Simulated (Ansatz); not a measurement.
Geometry relaxation, with input and output: MgSi64 (charge −1) (part 3 of 3)

MgSi64 (defect cell, 65 atoms in the cell, total charge −1); DFT, PBEsol, PAW, plane waves (Ansatz 0.2.0); cutoff 420 eV, 1×1×1 k-mesh, Fermi–Dirac smearing of 0.01 eV. 

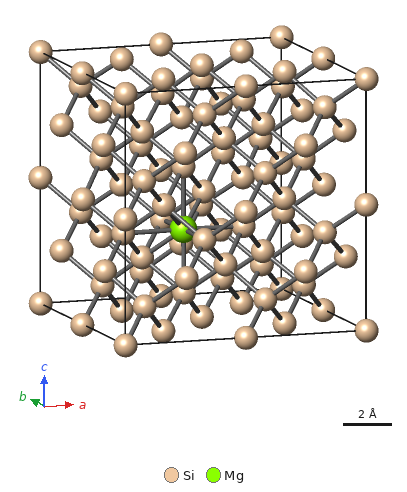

The input geometry (ball-and-stick view of the cell of the calculation, seen slightly off an axis).

The program's output, continued
```
    - { symbol: Si, position: [-0.00046890940798631345, 0.7494970646973977, 0.7496448238908263] }
    - { symbol: Si, position: [0.50769700048045, 0.24121496541757773, 0.24171040355055284] }
    - { symbol: Si, position: [0.5002935653907441, 0.24839380836497385, 0.7506578446560196] }
    - { symbol: Si, position: [0.5002607001878013, 0.7505016372641671, 0.24861649334538527] }
    - { symbol: Si, position: [0.49812337761707665, 0.751816909412036, 0.7520539081935206] }
    - { symbol: Si, position: [0.12216348537522141, 0.3743977852522926, 0.37414199020866057] }
    - { symbol: Si, position: [0.12553557735322896, 0.3754783777616595, 0.8754573431777681] }
    - { symbol: Si, position: [0.125447709273285, 0.8754138499392076, 0.37547043621096754] }
    - { symbol: Si, position: [0.12464485531054072, 0.8747119794535962, 0.874678396389046] }
    - { symbol: Si, position: [0.6295221884321076, 0.37487274350358163, 0.374999335057642] }
    - { symbol: Si, position: [0.6248540734310578, 0.37490081591996155, 0.8750453285767607] }
    - { symbol: Si, position: [0.6249519771514438, 0.8749743346065069, 0.3749571796398849] }
    - { symbol: Si, position: [0.6258089653220207, 0.8754892621800628, 0.8755554847781677] }
    - { symbol: Mg, position: [0.37502679328226574, 0.3752448024320785, 0.3748470878187985] }
--- Löwdin populations: 65 sites ---
  site symbol       q [e]    m [muB]
     0     Si      3.9940     0.0040
     1     Si      3.9933     0.0056
     2     Si      3.9930     0.0049
     3     Si      3.9955     0.0052
     4     Si      3.9928     0.0046
     5     Si      3.9955     0.0050
     6     Si      3.9954     0.0048
     7     Si      4.1232     0.0044
     8     Si      3.9910     0.0057
     9     Si      3.9865     0.0089
    10     Si      3.9849     0.0073
    11     Si      3.9945     0.0050
    12     Si      3.9838     0.0056
    13     Si      3.9946     0.0052
    14     Si      3.9946     0.0055
    15     Si      3.9758     0.0051
    16     Si      3.9762     0.0184
    17     Si      4.1169     0.0307
    18     Si      3.9780     0.0186
    19     Si      3.9766     0.0197
    20     Si      3.9780     0.0192
    21     Si      3.9765     0.0194
    22     Si      3.9762     0.0168
    23     Si      3.9767     0.0182
    24     Si      4.0714     0.0286
    25     Si      4.0762     0.0212
    26     Si      3.9770     0.0180
    27     Si      3.9772     0.0175
    28     Si      3.9771     0.0184
    29     Si      3.9773     0.0179
    30     Si      3.9746     0.0189
    31     Si      3.9741     0.0166
    32     Si      3.9712     0.0136
    33     Si      3.9728     0.0125
    34     Si      4.1105     0.0281
    35     Si      3.9718     0.0145
    36     Si      3.9729     0.0143
    37     Si      3.9716     0.0122
    38     Si      3.9715     0.0139
    39     Si      3.9718     0.0126
    40     Si      4.0619     0.0208
    41     Si      3.9723     0.0129
    42     Si      4.0721     0.0166
    43     Si      3.9725     0.0125
    44     Si      3.9726     0.0140
    45     Si      3.9699     0.0137
    46     Si      3.9728     0.0138
    47     Si      3.9697     0.0118
    48     Si      3.9676     0.0099
    49     Si      3.9690     0.0085
    50     Si      3.9690     0.0096
    51     Si      3.9683     0.0088
    52     Si      4.1052     0.0244
    53     Si      3.9682     0.0105
    54     Si      3.9680     0.0103
    55     Si      3.9682     0.0084
    56     Si      4.0558     0.0149
    57     Si      3.9690     0.0093
    58     Si      3.9691     0.0100
    59     Si      3.9664     0.0101
    60     Si      4.0676     0.0126
    61     Si      3.9692     0.0091
    62     Si      3.9693     0.0099
    63     Si      3.9666     0.0083
    64     Mg      8.5036     0.0008
  spilling = 0.010689 (of n_electrons = 267.000000)
```

Results in brief

```tsv
quantity	value
outcome	converged
electrons treated	267
free energy	−41678.5457 eV
Fermi energy	6.967 eV
net moment of the cell	0.97 μB
largest force (length of the vector) at the end	0.015 eV/Å
hardware	1 × NVIDIA GB300 Max-Q, 8 threads of Arm Neoverse-V2, 125 GiB of memory available, shared host
wall time	8.2 s (CPU time 16 s)
peak memory	2 GiB
```

Remarks

The k-point mesh is coarse for a cell of this size, so the results may not be converged.
